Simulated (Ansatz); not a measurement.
System: rocksalt LiF, space group Fm-3m (No. 225), 2 atoms in the primitive cell, relaxed with r2SCAN.

```cif
data_structure
_symmetry_space_group_name_H-M 'P 1'
_symmetry_Int_Tables_number 1
_cell_length_a 2.8215
_cell_length_b 2.8215
_cell_length_c 2.8215
_cell_angle_alpha 60.000
_cell_angle_beta 60.000
_cell_angle_gamma 60.000
_cell_volume 15.88
loop_
_atom_site_label
_atom_site_type_symbol
_atom_site_fract_x
_atom_site_fract_y
_atom_site_fract_z
_atom_site_occupancy
Li1 Li 0.00000 0.00000 0.00000 1
F1 F 0.50000 0.50000 0.50000 1
```

Ansatz 0.2.0; PBE, Ansatz PAW set, no spin polarisation, no spin-orbit coupling, 10×10×10 k mesh, 420 eV cutoff, Fermi-Dirac smearing of 0.02 eV.

What will the density of states look like?

There is a gap; over the k points computed it is 9.34 eV (direct to within 0.02 eV). Within the window shown, the tallest peak of the filled states lies 0.5 eV under the valence-band top, at about 3.2 states per eV and cell.

LDA, GGA and most meta-GGA functionals understate gaps. The cell is at 4 GPa in this functional.

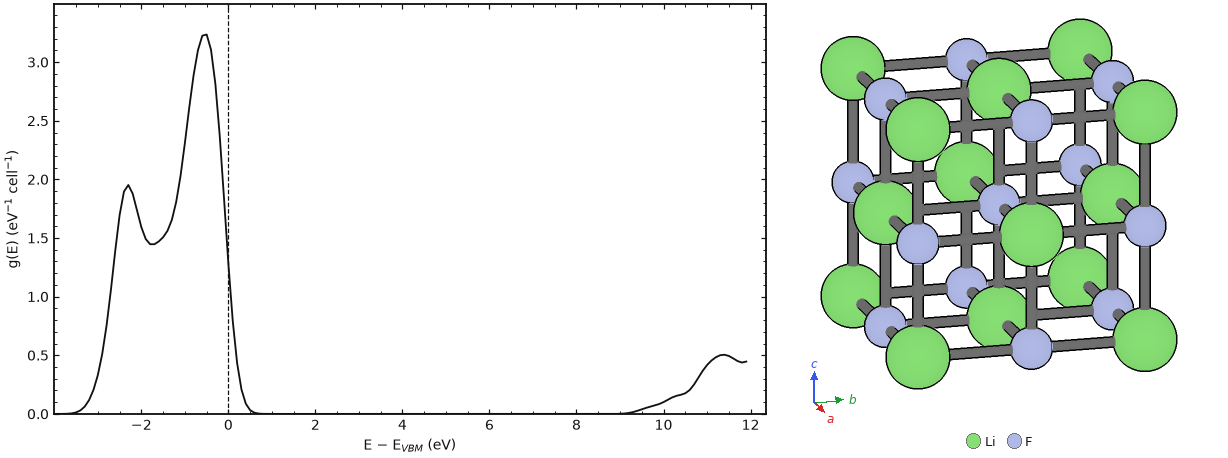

Density of states, beside the structure. Energies are counted from the top of the valence band. The DOS curve is built from the levels of the k mesh with Gaussians 0.55 eV wide, which also blur the band edges; ripples of that width can come from the mesh.
